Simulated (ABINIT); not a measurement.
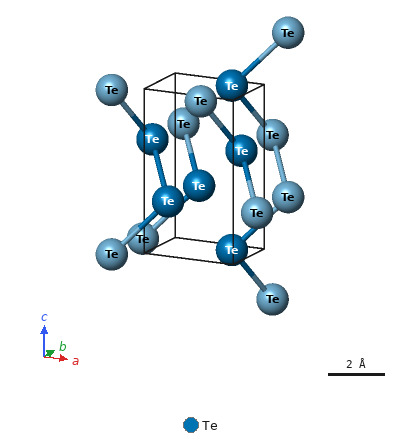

**Figure 1.** The starting structure (ball-and-stick view of the cell of the calculation, seen slightly off an axis; neighbours outside the cell are drawn fainter). An atom can appear more than once, as a periodic image. Near neighbours in the periodic cell (some may lie outside the picture): Te has 2 Te at 2.86 Å.

Te: geometry relaxation (part 1 of 2)

System: Te (3 atoms in the cell).
Method: Kohn-Sham DFT of a periodic cell, PBE, SG15 NC PBE v1.2 (ABINIT 10.8.3).

The structure derives from an entry of the Crystallography Open Database. The run did not end well.

## The input
```
pp_dirpath "./"
pseudos "Te_ONCV_PBE-1.2.upf"

acell 8.4168401591 8.4168401592 11.1947375623
rprim
     1.0000000000     0.0000000000     0.0000000000
    -0.5000000000     0.8660254038     0.0000000000
     0.0000000000     0.0000000000     1.0000000000
ntypat 1
znucl 52
natom 3
typat 1 1 1
chkprim 0
chksymtnons 0
tolsym 1.0e-6
xred
   0.7310000000   0.7310000000            0.0
            0.0   0.2690000000            2/3
   0.2690000000            0.0            1/3

ecut 30.0
ecutsm 0.5

kptopt 1
ngkpt 5 5 4
nshiftk 1
shiftk 0.0 0.0 0.0

ixc 11

nband 29
occopt 3
tsmear 0.05 eV

nstep 80
tolvrs 1.0e-12

iomode 3
prteig 0
prtebands 0
prtwf 0
prtden 0

ionmov 2
optcell 2
ntime 50
tolmxf 2.0e-5
dilatmx 1.08
```

Run as:
```bash
abinit run.abi > log 2>&1
```

## The program's output
```
.Version 10.8.3 of ABINIT
 Symmetries : space group P3_1 2 1 (#152); Bravais hP (primitive hexag.)
================================================================================
 Values of the parameters that define the memory need of the present run
     intxc =       0    ionmov =       2      iscf =       7    lmnmax =       6
     lnmax =       6     mgfft =      60  mpssoang =       3    mqgrid =    3001
     natom =       3  nloc_mem =       1    nspden =       1   nspinor =       1
    nsppol =       1      nsym =       6    n1xccc =       0    ntypat =       1
    occopt =       3   xclevel =       2
       mpw =        6812          nfft =      138240          nkpt =          17
================================================================================
================================================================================

--------------------------------------------------------------------------------
------------- Echo of variables that govern the present computation ------------
--------------------------------------------------------------------------------
 -outvars: echo values of preprocessed input variables --------
            acell      8.4168401591E+00  8.4168401592E+00  1.1194737562E+01 Bohr
              amu      1.27600000E+02
          chkprim           0
      chksymtnons           0
          dilatmx      1.08000000E+00
             ecut      3.00000000E+01 Hartree
           ecutsm      5.00000000E-01 Hartree
           ionmov           2
              ixc          11
         kptrlatt        5    0    0      0    5    0      0    0    4
          kptrlen      4.20842008E+01
            natom           3
            nband          29
            ngfft          48      48      60
             nkpt          17
            nstep          80
             nsym           6
            ntime          50
           ntypat           1
           occopt           3
          optcell           2
           prtden           0
        prtebands           0
           prteig           0
            prtwf           0
            rprim      1.0000000000E+00  0.0000000000E+00  0.0000000000E+00
                      -5.0000000000E-01  8.6602540380E-01  0.0000000000E+00
                       0.0000000000E+00  0.0000000000E+00  1.0000000000E+00
          spgroup         152
           tolmxf      2.00000000E-05
           tolsym      1.00000000E-06
           tolvrs      1.00000000E-12
           tsmear      1.83746611E-03 Hartree
            typat      1  1  1
           xangst      1.6279369989E+00  2.8196695937E+00  0.0000000000E+00
                      -5.9906299960E-01  1.0376075523E+00  3.9493333307E+00
                       1.1981259992E+00  0.0000000000E+00  1.9746666653E+00
            xcart      3.0763550781E+00  5.3284032976E+00  0.0000000000E+00
                      -1.1320650014E+00  1.9607941000E+00  7.4631583749E+00
                       2.2641300028E+00  0.0000000000E+00  3.7315791874E+00
             xred      7.3100000000E-01  7.3100000000E-01  0.0000000000E+00
                       6.5772029558E-18  2.6900000000E-01  6.6666666667E-01
                       2.6900000000E-01  0.0000000000E+00  3.3333333333E-01
            znucl       52.00000

================================================================================

 chkinp: Checking input parameters for consistency.

================================================================================
== DATASET  1 ==================================================================

--- !DatasetInfo
iteration_state: {dtset: 1, }
dimensions: {natom: 3, nkpt: 17, mband: 29, nsppol: 1, nspinor: 1, nspden: 1, mpw: 6812, }
cutoff_energies: {ecut:  30.0, pawecutdg:  -1.0, }
electrons: {nelect:   4.80000000E+01, charge:   0.00000000E+00, occopt:   3.00000000E+00, tsmear:   1.83746611E-03, }
meta: {optdriver: 0, ionmov: 2, optcell: 2, iscf: 7, paral_kgb: 0, }
...

 Exchange-correlation functional for the present dataset will be:
  GGA: Perdew-Burke-Ernzerhof functional - ixc=11
  J.P.Perdew, K.Burke, M.Ernzerhof, PRL 77, 3865 (1996)

 Real(R)+Recip(G) space primitive vectors, cartesian coordinates (Bohr,Bohr^-1):
 R(1)=  8.4168402  0.0000000  0.0000000  G(1)=  0.1188094  0.0685947  0.0000000
 R(2)= -4.2084201  7.2891974  0.0000000  G(2)=  0.0000000  0.1371893  0.0000000
 R(3)=  0.0000000  0.0000000 11.1947376  G(3)=  0.0000000  0.0000000  0.0893277
 Unit cell volume ucvol=  6.8681964E+02 bohr^3
 Angles (23,13,12)=  9.00000000E+01  9.00000000E+01  1.20000000E+02 degrees

 getcut: wavevector=  0.0000  0.0000  0.0000  ngfft=  48  48  60
         ecut(hartree)=     34.992   => boxcut(ratio)=   2.01274

--- Pseudopotential description ------------------------------------------------
- pspini: atom type   1  psp file is ./Te_ONCV_PBE-1.2.upf
  52.00000  16.00000  150415                  znucl, zion, pspdat
12 -101130 2 -1 602                           pspcod,pspxc,lmax,lloc,mmax
     nproj     2     2     2

   5.89707277E+03                                ecore*ucvol(ha*bohr**3)
--------------------------------------------------------------------------------

================================================================================

=== [ionmov= 2] Broyden-Fletcher-Goldfarb-Shanno method (forces)
================================================================================

--- Iteration: ( 1/50) Internal Cycle: (1/1)
--------------------------------------------------------------------------------

---SELF-CONSISTENT-FIELD CONVERGENCE--------------------------------------------

--- !BeginCycle
iteration_state: {dtset: 1, itime: 1, icycle: 1, }
solver: {iscf: 7, nstep: 80, nline: 4, wfoptalg: 0, }
tolerances: {tolvrs: 1.00E-12, }
...

     iter   Etot(hartree)      deltaE(h)  residm     vres2
 ETOT  1  -262.11578614036    -2.621E+02 4.656E-02 9.279E+00
 ETOT  2  -262.16775350623    -5.197E-02 1.477E-02 1.675E+00
 ETOT  3  -262.16804032374    -2.868E-04 4.519E-04 9.197E-02
 ETOT  4  -262.16805056191    -1.024E-05 2.819E-04 8.125E-03
 ETOT  5  -262.16805134850    -7.866E-07 7.354E-05 1.008E-03
 ETOT  6  -262.16805141542    -6.691E-08 4.121E-05 2.013E-05
 ETOT  7  -262.16805141667    -1.248E-09 1.936E-05 5.153E-07
 ETOT  8  -262.16805141672    -5.201E-11 1.941E-05 9.362E-09
 ETOT  9  -262.16805141672     2.274E-12 9.026E-06 1.725E-10
 ETOT 10  -262.16805141672    -6.025E-12 8.970E-06 6.473E-12
 ETOT 11  -262.16805141672     3.581E-12 4.142E-06 3.059E-13

 At SCF step   11       vres2   =  3.06E-13 < tolvrs=  1.00E-12 =>converged.

 Cartesian components of stress tensor (hartree/bohr^3)
  sigma(1 1)= -4.92316493E-05  sigma(3 2)=  0.00000000E+00
  sigma(2 2)= -4.92316500E-05  sigma(3 1)=  0.00000000E+00
  sigma(3 3)= -6.86235579E-05  sigma(2 1)=  8.54149657E-14

--- !ResultsGS
iteration_state: {dtset: 1, itime: 1, icycle: 1, }
comment   : Summary of ground state results
lattice_vectors:
- [  8.4168402,   0.0000000,   0.0000000, ]
- [ -4.2084201,   7.2891974,   0.0000000, ]
- [  0.0000000,   0.0000000,  11.1947376, ]
lattice_lengths: [   8.41684,    8.41684,   11.19474, ]
lattice_angles: [ 90.000,  90.000, 120.000, ] # degrees, (23, 13, 12)
lattice_volume:   6.8681964E+02
convergence: {deltae:  3.581E-12, res2:  3.059E-13, residm:  4.142E-06, diffor: null, }
etotal    :  -2.62168051E+02
entropy   :   0.00000000E+00
fermie    :   1.86627418E-01
cartesian_stress_tensor: # hartree/bohr^3
- [ -4.92316493E-05,   8.54149657E-14,   0.00000000E+00, ]
- [  8.54149657E-14,  -4.92316500E-05,   0.00000000E+00, ]
- [  0.00000000E+00,   0.00000000E+00,  -6.86235579E-05, ]
pressure_GPa:   1.6386E+00
xred      :
- [  7.3100E-01,   7.3100E-01,   0.0000E+00, Te]
- [  6.5772E-18,   2.6900E-01,   6.6667E-01, Te]
- [  2.6900E-01,   0.0000E+00,   3.3333E-01, Te]
cartesian_forces: # hartree/bohr
- [ -1.77247081E-03,  -3.07000950E-03,  -0.00000000E+00, ]
- [ -1.77247081E-03,   3.07000950E-03,  -0.00000000E+00, ]
- [  3.54494163E-03,   2.43166056E-14,  -0.00000000E+00, ]
force_length_stats: {min:   3.54494163E-03, max:   3.54494163E-03, mean:   3.54494163E-03, }
...

 Integrated electronic density in atomic spheres:
 ------------------------------------------------
 Atom  Sphere_radius  Integrated_density
    1        2.00000         11.89415016
    2        2.00000         11.89415016
    3        2.00000         11.89415016

---OUTPUT-----------------------------------------------------------------------

 Cartesian coordinates (xcart) [bohr]
  3.07635507811450E+00  5.32840329763919E+00  0.00000000000000E+00
 -1.13206500141240E+00  1.96079409995204E+00  7.46315837486667E+00
  2.26413000279790E+00  0.00000000000000E+00  3.73157918743333E+00
 Reduced coordinates (xred)
  7.31000000000000E-01  7.31000000000000E-01  0.00000000000000E+00
  6.57720295583747E-18  2.69000000000000E-01  6.66666666666667E-01
  2.69000000000000E-01  0.00000000000000E+00  3.33333333333333E-01
 Cartesian forces (fcart) [Ha/bohr]; max,rms= 3.54494E-03 2.04667E-03 (free atoms)
 -1.77247081330058E-03 -3.07000950349005E-03 -0.00000000000000E+00
 -1.77247081330058E-03  3.07000950346573E-03 -0.00000000000000E+00
  3.54494162660115E-03  2.43166055537725E-14 -0.00000000000000E+00
 Gradient of E wrt nuclear positions in reduced coordinates (gred)
  1.49186035222209E-02  1.49186035222209E-02  0.00000000000000E+00
  1.49186035222209E-02 -2.98372070444419E-02 -0.00000000000000E+00
 -2.98372070444419E-02  1.49186035222209E-02 -0.00000000000000E+00
 Scale of Primitive Cell (acell) [bohr]
  8.41684015910000E+00  8.41684015920000E+00  1.11947375623000E+01
 Real space primitive translations (rprimd) [bohr]
  8.41684015910000E+00  0.00000000000000E+00  0.00000000000000E+00
 -4.20842007960000E+00  7.28919739759124E+00  0.00000000000000E+00
  0.00000000000000E+00  0.00000000000000E+00  1.11947375623000E+01
 Unitary Cell Volume (ucvol) [Bohr^3]=  6.86819643969764E+02
 Angles (23,13,12)= [degrees]
  9.00000000000000E+01  9.00000000000000E+01  1.19999999999554E+02
 Lengths [Bohr]
  8.41684015910000E+00  8.41684015931343E+00  1.11947375623000E+01
 Stress tensor in cartesian coordinates (strten) [Ha/bohr^3]
 -4.92316493052296E-05  8.54149657157586E-14  0.00000000000000E+00
  8.54149657157586E-14 -4.92316500486055E-05  0.00000000000000E+00
  0.00000000000000E+00  0.00000000000000E+00 -6.86235579403505E-05
 Total energy (etotal) [Ha]= -2.62168051416719E+02

--- Iteration: ( 2/50) Internal Cycle: (1/1)
--------------------------------------------------------------------------------

---SELF-CONSISTENT-FIELD CONVERGENCE--------------------------------------------

--- !BeginCycle
iteration_state: {dtset: 1, itime: 2, icycle: 1, }
solver: {iscf: 7, nstep: 80, nline: 4, wfoptalg: 0, }
tolerances: {tolvrs: 1.00E-12, }
...

     iter   Etot(hartree)      deltaE(h)  residm     vres2
 ETOT  1  -262.16764611739    -2.622E+02 6.916E-06 5.987E+00
 ETOT  2  -262.16824021880    -5.941E-04 2.297E-06 2.155E-01
 ETOT  3  -262.16825812302    -1.790E-05 4.892E-07 4.793E-02
 ETOT  4  -262.16826246012    -4.337E-06 7.650E-07 5.170E-03
 ETOT  5  -262.16826318468    -7.246E-07 1.141E-07 1.289E-04
 ETOT  6  -262.16826319261    -7.930E-09 2.179E-07 2.887E-06
 ETOT  7  -262.16826319284    -2.299E-10 4.500E-08 2.954E-07
 ETOT  8  -262.16826319289    -4.860E-11 8.581E-08 7.586E-08
 ETOT  9  -262.16826319289    -6.423E-12 1.879E-08 2.024E-08
 ETOT 10  -262.16826319290    -8.527E-12 3.505E-08 2.546E-09
 ETOT 11  -262.16826319290     5.571E-12 7.812E-09 1.767E-10
 ETOT 12  -262.16826319290    -5.571E-12 1.437E-08 1.668E-12
 ETOT 13  -262.16826319289     7.844E-12 3.244E-09 2.780E-14

 At SCF step   13       vres2   =  2.78E-14 < tolvrs=  1.00E-12 =>converged.

 Cartesian components of stress tensor (hartree/bohr^3)
  sigma(1 1)= -4.01963963E-05  sigma(3 2)=  0.00000000E+00
  sigma(2 2)= -4.01963970E-05  sigma(3 1)=  0.00000000E+00
  sigma(3 3)= -5.47705967E-05  sigma(2 1)=  8.46199013E-14

--- !ResultsGS
iteration_state: {dtset: 1, itime: 2, icycle: 1, }
comment   : Summary of ground state results
lattice_vectors:
- [  8.4292714,   0.0000000,   0.0000000, ]
- [ -4.2146357,   7.2999632,   0.0000000, ]
- [  0.0000000,   0.0000000,  11.2177842, ]
lattice_lengths: [   8.42927,    8.42927,   11.21778, ]
lattice_angles: [ 90.000,  90.000, 120.000, ] # degrees, (23, 13, 12)
lattice_volume:   6.9026808E+02
convergence: {deltae:  7.844E-12, res2:  2.780E-14, residm:  3.244E-09, diffor: null, }
etotal    :  -2.62168263E+02
entropy   :   0.00000000E+00
fermie    :   1.84351942E-01
cartesian_stress_tensor: # hartree/bohr^3
- [ -4.01963963E-05,   8.46199013E-14,   0.00000000E+00, ]
- [  8.46199013E-14,  -4.01963970E-05,   0.00000000E+00, ]
- [  0.00000000E+00,   0.00000000E+00,  -5.47705967E-05, ]
pressure_GPa:   1.3255E+00
xred      :
- [  7.3058E-01,   7.3058E-01,  -1.8504E-17, Te]
- [ -7.1822E-17,   2.6942E-01,   6.6667E-01, Te]
- [  2.6942E-01,  -7.4015E-17,   3.3333E-01, Te]
cartesian_forces: # hartree/bohr
- [ -1.39031444E-03,  -2.40809525E-03,   3.07243018E-27, ]
- [ -1.39031444E-03,   2.40809525E-03,   3.07243018E-27, ]
- [  2.78062888E-03,   1.90734089E-14,  -6.14486036E-27, ]
force_length_stats: {min:   2.78062888E-03, max:   2.78062888E-03, mean:   2.78062888E-03, }
...

 Integrated electronic density in atomic spheres:
 ------------------------------------------------
 Atom  Sphere_radius  Integrated_density
    1        2.00000         11.88867492
    2        2.00000         11.88867492
    3        2.00000         11.88867492

---OUTPUT-----------------------------------------------------------------------
```
